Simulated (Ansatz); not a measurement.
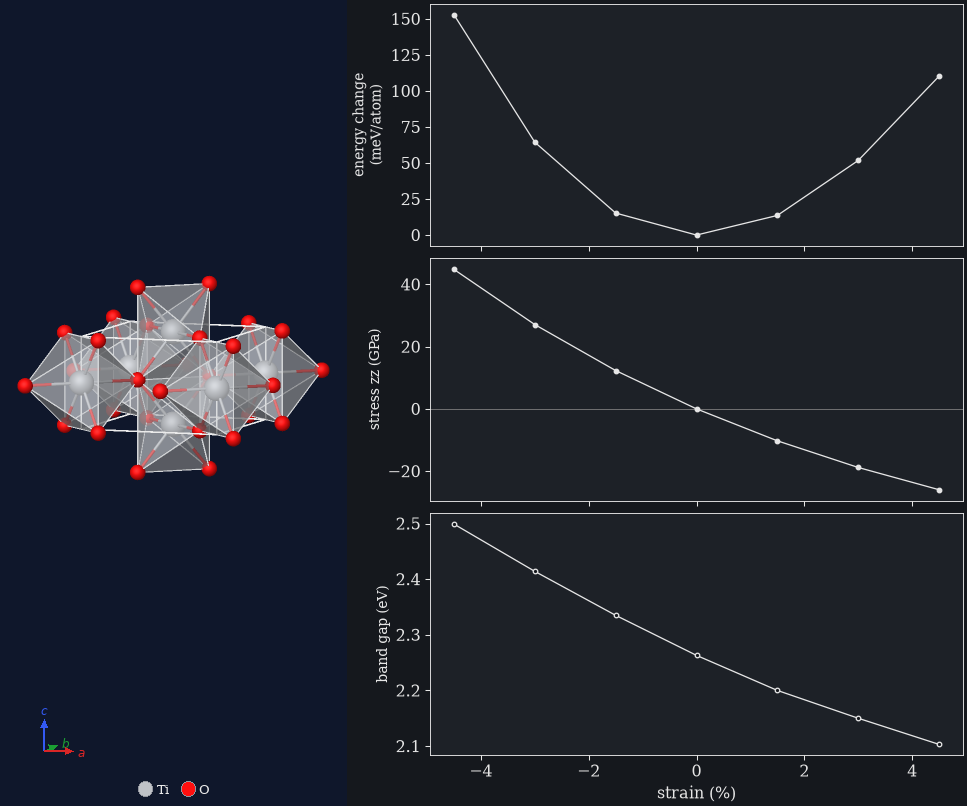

The picture above shows the energy change, stress zz and band gap against strain for TiO₂, space group P4_2/mnm (No. 136). The cell is drawn beside the plot.

Cell as given: a = 4.640 Å, b = 4.640 Å, c = 3.006 Å, α = 90.00°, β = 90.00°, γ = 90.00°; 6 atoms.

Method: energy, stress and cell of a relaxed crystal along a series of strains, atoms and what the cell freedom names relaxed within the symmetry; stress is positive in compression; plane waves with PAW datasets, Γ-centred k mesh; energies extrapolated to zero smearing (Ansatz 0.2.0). Level: PBE, no spin polarisation. Hubbard U_eff: Ti d 4 eV.

- wave cutoff: 420 eV
- k mesh: 6×6×10
- occupations: Gaussian
- smearing width: 0.02 eV
- strain kind: isotropic
- cell freedom: cell held, all vectors scaled

Q: Does the undistorted structure sit at the bottom of the curve?

A: Yes: the energy rises on both sides of the starting structure, which is therefore a minimum along this path.

Q: What does the stress zz do across the range?

A: It falls from 44.82 GPa at strain −4.5 % to −25.96 GPa at 4.5 %, and changes sign near 0.0 %.
